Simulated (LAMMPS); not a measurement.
## Run report: CdTe, geometry relaxation

CdTe (F-43m, 2 atoms in the cell), computed with classical potential CdTe.bop.table (style bop) (LAMMPS 22 Jul 2025 update 4).

The structure derives from an entry of the Crystallography Open Database. The geometry comes from this level: r2SCAN.

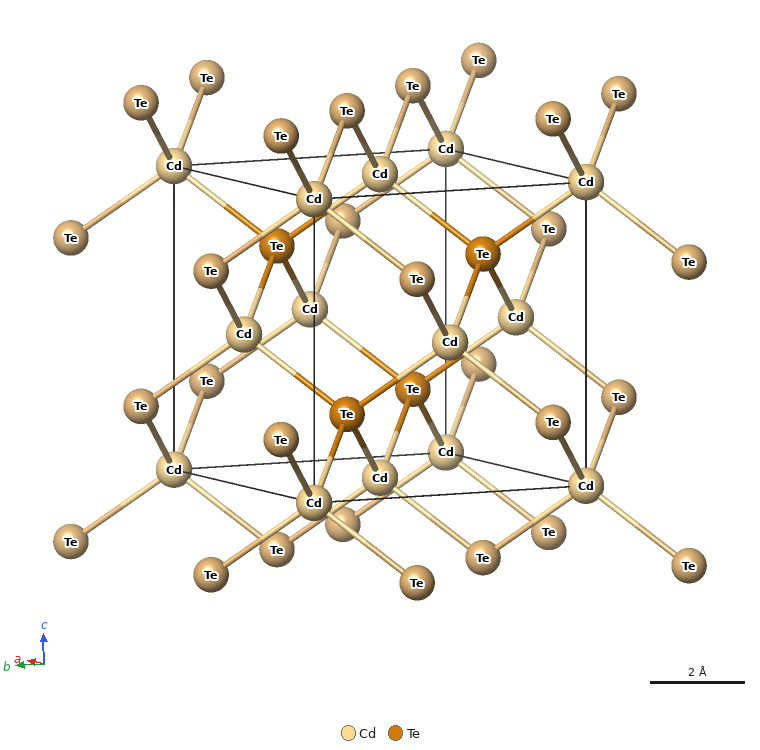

Fig. 1: The input geometry (ball-and-stick view of the cell 4 times as large as that of the calculation, set on its symmetry axes, seen at an oblique angle; neighbours outside the cell are drawn fainter). Near neighbours in the crystal (not all of them lie inside the picture): Cd has 4 Te at 2.84 Å; Te has 4 Cd at 2.84 Å.

Input
```
units metal
boundary p p p
atom_style atomic
read_data data.lmp
pair_style bop
pair_coeff * * CdTe.bop.table Cd Te
comm_modify cutoff 15.0
thermo_style custom step pe press pxx pyy pzz pyz pxz pxy vol fmax
thermo_modify format float %.8f
dump 1 all custom 10 dump.lmp id type x y z fx fy fz
dump_modify 1 sort id format float %.8f
thermo 10
fix 1 all box/relax tri 0.0 vmax 0.001
min_style cg
minimize 0.0 1.0e-6 400 4000
minimize 0.0 1.0e-6 400 4000
unfix 1
undump 1
write_dump all custom end.lmp id type x y z modify sort id format float %.8f
run 0
```

File data.lmp
```
crystal

2 atoms
2 atom types

0.0 4.63848083 xlo xhi
0.0 4.01704223 ylo yhi
0.0 3.78730374 zlo zhi
2.31924041 2.31924041 1.33901408 xy xz yz

Masses

1 112.4140
2 127.6000

Atoms

1 1 4.63848083 0.00000000 0.00000000
2 2 2.31924041 1.33901408 0.94682593
```

Command:
```bash
lmp -in in.lmp -log none -nocite
```

What the program printed
```
using 1 OpenMP thread(s) per MPI task
Reading data file ...
  triclinic box = (0 0 0) to (4.6384808 4.0170422 3.7873037) with tilt (2.3192404 2.3192404 1.3390141)
WARNING: Triclinic box skew is large. LAMMPS will run inefficiently. (src/src/domain.cpp:221)
  1 by 1 by 1 MPI processor grid
  reading atoms ...
  2 atoms
  read_data CPU = 0.000 seconds
Neighbor list info ...
  max neighbors/atom: 2000, page size: 100000
  master list distance cutoff = 6.9
  ghost atom cutoff = 15
  binsize = 3.45, bins = 3 2 2
  1 neighbor lists, perpetual/occasional/extra = 1 0 0
  (1) pair bop, perpetual
      attributes: full, newton on, ghost
      pair build: full/bin/ghost
      stencil: full/ghost/bin/3d
      bin: standard
Setting up cg style minimization ...
  Unit style    : metal
  Current step  : 0
WARNING: Energy due to 6 extra global DOFs will be included in minimizer energies
 (src/src/min.cpp:222)
Per MPI rank memory allocation (min/avg/max) = 6.247 | 6.247 | 6.247 Mbytes
   Step         PotEng         Press           Pxx            Pyy            Pzz            Pyz            Pxz            Pxy           Volume          Fmax
         0  -4.19757746 58514.98274574 58514.98277060 58514.98521934 58514.98024727 -0.00087972 0.00095325 0.00134810 70.56872976 0.00000007
        10  -4.26302065 41480.00882187 42143.98658999 40830.10904845 41465.93082717 727.82540255 1965.38766137 2767.09508358 72.69216548 0.08242600
        20  -4.30697854 26664.65686908 27617.90820065 25750.69200453 26625.37040206 1232.49461689 3172.54325387 4425.61820811 74.82066117 0.12748836
        30  -4.33288979 13811.71945360 14666.00385190 12998.72829412 13770.42621478 1465.43981593 3566.07940696 4878.56107527 76.94433425 0.13169213
        40  -4.34431469 2721.59423215 2945.77109415 2486.88143319 2732.13016910 1229.36507892 2544.82883151 3230.73525472 79.04439939 0.06601485
        50  -4.34608364 -1.21158235 -76.95911108 73.79489471 -0.47053068 378.39585479 258.67394407 145.92218503 79.61232433 0.01621333
        60  -4.34621793 0.06726054 0.30115119 -0.18362172 0.08425217 -0.42748212 0.21012907 -0.01907817 79.61345970 0.00001930
        69  -4.34621793 0.00004501 -0.00234490 0.00255359 -0.00007366 -0.00218654 0.00294604 -0.00092109 79.61347406 0.00000028
Loop time of 0.0215957 on 1 procs for 69 steps with 2 atoms

99.9% CPU use with 1 MPI tasks x 1 OpenMP threads

Minimization stats:
  Stopping criterion = force tolerance
  Energy initial, next-to-last, final =
     -4.19757746452217  -4.34621793381319  -4.34621793381321
  Force two-norm initial, final = 4.4640562 5.5935097e-07
  Force max component initial, final = 2.5773241 2.8174133e-07
  Final line search alpha, max atom move = 1 2.8174133e-07
  Iterations, force evaluations = 69 85

MPI task timing breakdown:
Section |  min time  |  avg time  |  max time  |%varavg| %total
---------------------------------------------------------------
Pair    | 0.019634   | 0.019634   | 0.019634   |   0.0 | 90.91
Neigh   | 0          | 0          | 0          |   0.0 |  0.00
Comm    | 0.0003768  | 0.0003768  | 0.0003768  |   0.0 |  1.74
Output  | 0.00030253 | 0.00030253 | 0.00030253 |   0.0 |  1.40
Modify  | 0          | 0          | 0          |   0.0 |  0.00
Other   |            | 0.001283   |            |       |  5.94

Nlocal:              2 ave           2 max           2 min
Histogram: 1 0 0 0 0 0 0 0 0 0
Nghost:           1239 ave        1239 max        1239 min
Histogram: 1 0 0 0 0 0 0 0 0 0
Neighs:              0 ave           0 max           0 min
Histogram: 1 0 0 0 0 0 0 0 0 0
FullNghs:           56 ave          56 max          56 min
Histogram: 1 0 0 0 0 0 0 0 0 0

Total # of neighbors = 56
Ave neighs/atom = 28
Neighbor list builds = 0
Dangerous builds = 0
Setting up cg style minimization ...
  Unit style    : metal
  Current step  : 69
WARNING: Energy due to 6 extra global DOFs will be included in minimizer energies
 (src/src/min.cpp:222)
Per MPI rank memory allocation (min/avg/max) = 7.497 | 7.497 | 7.497 Mbytes
   Step         PotEng         Press           Pxx            Pyy            Pzz            Pyz            Pxz            Pxy           Volume          Fmax
        69  -4.34621793 0.00004501 -0.00234490 0.00255359 -0.00007366 -0.00218654 0.00294604 -0.00092109 79.61347406 0.00000028
        70  -4.34621793 -0.00003676 0.00356822 -0.00369377 0.00001527 0.00209787 -0.00039900 -0.00445291 79.61347408 0.00000005
Loop time of 0.000800773 on 1 procs for 1 steps with 2 atoms

100.0% CPU use with 1 MPI tasks x 1 OpenMP threads

Minimization stats:
  Stopping criterion = force tolerance
  Energy initial, next-to-last, final =
     -4.34621793381321  -4.34621793381321  -4.34621793381321
  Force two-norm initial, final = 5.6470535e-07 3.9093623e-07
  Force max component initial, final = 2.8174132e-07 2.5549905e-07
  Final line search alpha, max atom move = 1 2.5549905e-07
  Iterations, force evaluations = 1 2

MPI task timing breakdown:
Section |  min time  |  avg time  |  max time  |%varavg| %total
---------------------------------------------------------------
Pair    | 0.00070427 | 0.00070427 | 0.00070427 |   0.0 | 87.95
Neigh   | 0          | 0          | 0          |   0.0 |  0.00
Comm    | 1.4487e-05 | 1.4487e-05 | 1.4487e-05 |   0.0 |  1.81
Output  | 0          | 0          | 0          |   0.0 |  0.00
Modify  | 0          | 0          | 0          |   0.0 |  0.00
Other   |            | 8.202e-05  |            |       | 10.24

Nlocal:              2 ave           2 max           2 min
Histogram: 1 0 0 0 0 0 0 0 0 0
Nghost:           1239 ave        1239 max        1239 min
Histogram: 1 0 0 0 0 0 0 0 0 0
Neighs:              0 ave           0 max           0 min
Histogram: 1 0 0 0 0 0 0 0 0 0
FullNghs:           56 ave          56 max          56 min
Histogram: 1 0 0 0 0 0 0 0 0 0

Total # of neighbors = 56
Ave neighs/atom = 28
Neighbor list builds = 0
Dangerous builds = 0
WARNING: No fixes with time integration, atoms won't move
Setting up Verlet run ...
  Unit style    : metal
  Current step  : 70
  Time step     : 0.001
Per MPI rank memory allocation (min/avg/max) = 5.122 | 5.122 | 5.122 Mbytes
   Step         PotEng         Press           Pxx            Pyy            Pzz            Pyz            Pxz            Pxy           Volume          Fmax
        70  -4.34621793 -0.00003676 0.00356822 -0.00369377 0.00001527 0.00209787 -0.00039900 -0.00445291 79.61347408 0.00000005
Loop time of 1.362e-06 on 1 procs for 0 steps with 2 atoms

73.4% CPU use with 1 MPI tasks x 1 OpenMP threads

MPI task timing breakdown:
Section |  min time  |  avg time  |  max time  |%varavg| %total
---------------------------------------------------------------
Pair    | 0          | 0          | 0          |   0.0 |  0.00
Neigh   | 0          | 0          | 0          |   0.0 |  0.00
Comm    | 0          | 0          | 0          |   0.0 |  0.00
Output  | 0          | 0          | 0          |   0.0 |  0.00
Modify  | 0          | 0          | 0          |   0.0 |  0.00
Other   |            | 1.362e-06  |            |       |100.00

Nlocal:              2 ave           2 max           2 min
Histogram: 1 0 0 0 0 0 0 0 0 0
Nghost:           1239 ave        1239 max        1239 min
Histogram: 1 0 0 0 0 0 0 0 0 0
Neighs:              0 ave           0 max           0 min
Histogram: 1 0 0 0 0 0 0 0 0 0
FullNghs:           56 ave          56 max          56 min
Histogram: 1 0 0 0 0 0 0 0 0 0

Total # of neighbors = 56
Ave neighs/atom = 28
Neighbor list builds = 0
Dangerous builds = 0
```

Trajectory as extended XYZ (Å, eV, eV/Å), 9 frames, from step=0 to step=70
```
2
Lattice="4.6385 0.0000 0.0000 2.3192 4.0170 0.0000 2.3192 1.3390 3.7873" Properties=species:S:1:pos:R:3:forces:R:3 step=0 energy=-4.19758 pressure_GPa=5.85
Cd    4.6385    0.0000    0.0000    0.0000   0.0000   0.0000
Te    2.3192    1.3390    0.9468    0.0000   0.0000   0.0000
2
Lattice="4.6849 0.0000 0.0000 2.3207 4.0567 0.0000 2.3204 1.3393 3.8249" Properties=species:S:1:pos:R:3:forces:R:3 step=10 energy=-4.26302 pressure_GPa=4.15
Cd    4.6615   -0.0199   -0.0188   -0.0824  -0.0237  -0.0007
Te    2.3085    1.3292    0.9374    0.0824   0.0237   0.0007
2
Lattice="4.7313 0.0000 0.0000 2.3263 4.0950 0.0000 2.3246 1.3405 3.8619" Properties=species:S:1:pos:R:3:forces:R:3 step=20 energy=-4.30698 pressure_GPa=2.67
Cd    4.6840   -0.0392   -0.0373   -0.1275  -0.0358  -0.0021
Te    2.3000    1.3202    0.9282    0.1275   0.0358   0.0021
2
Lattice="4.7776 0.0000 0.0000 2.3385 4.1317 0.0000 2.3339 1.3433 3.8980" Properties=species:S:1:pos:R:3:forces:R:3 step=30 energy=-4.33289 pressure_GPa=1.38
Cd    4.7058   -0.0579   -0.0554   -0.1317  -0.0349  -0.0027
Te    2.2952    1.3121    0.9192    0.1317   0.0349   0.0027
2
Lattice="4.8239 0.0000 0.0000 2.3671 4.1662 0.0000 2.3567 1.3508 3.9330" Properties=species:S:1:pos:R:3:forces:R:3 step=40 energy=-4.34431 pressure_GPa=0.27
Cd    4.7261   -0.0759   -0.0730   -0.0660  -0.0143  -0.0010
Te    2.2993    1.3060    0.9105    0.0660   0.0143   0.0010
2
Lattice="4.8311 0.0000 0.0000 2.4048 4.1796 0.0000 2.3982 1.3774 3.9428" Properties=species:S:1:pos:R:3:forces:R:3 step=50 energy=-4.34608 pressure_GPa=-0.00
Cd    4.7312   -0.0824   -0.0778    0.0162   0.0033   0.0003
Te    2.3159    1.3091    0.9080   -0.0162  -0.0033  -0.0003
2
Lattice="4.8287 0.0000 0.0000 2.4144 4.1818 0.0000 2.4144 1.3940 3.9426" Properties=species:S:1:pos:R:3:forces:R:3 step=60 energy=-4.34622 pressure_GPa=0.00
Cd    4.7336   -0.0824   -0.0777    0.0000   0.0000   0.0000
Te    2.3192    1.3116    0.9080    0.0000   0.0000   0.0000
2
Lattice="4.8287 0.0000 0.0000 2.4144 4.1818 0.0000 2.4144 1.3939 3.9426" Properties=species:S:1:pos:R:3:forces:R:3 step=69 energy=-4.34622 pressure_GPa=0.00
Cd    4.7336   -0.0824   -0.0777    0.0000   0.0000   0.0000
Te    2.3192    1.3116    0.9080    0.0000   0.0000   0.0000
2
Lattice="4.8287 0.0000 0.0000 2.4144 4.1818 0.0000 2.4144 1.3939 3.9426" Properties=species:S:1:pos:R:3:forces:R:3 step=70 energy=-4.34622 pressure_GPa=-0.00
Cd    4.7336    5.4934    3.8650    0.0000   0.0000   0.0000
Te    2.3192    1.3116    0.9080    0.0000   0.0000   0.0000
```

Key numbers

```csv
quantity,value
outcome,converged
space group (tolerance 0.01 Å),F-43m (216)
potential energy,−4.3462 eV
pressure,0.00 GPa
final volume,79.61 Å³
final cell,"a = 4.829 Å, b = 4.829 Å, c = 4.829 Å, α = 60.00°, β = 60.00°, γ = 60.00°"
hardware,"1 thread of Arm Neoverse V1, 24 GiB of memory available, shared host"
peak memory,0.032 GiB
```
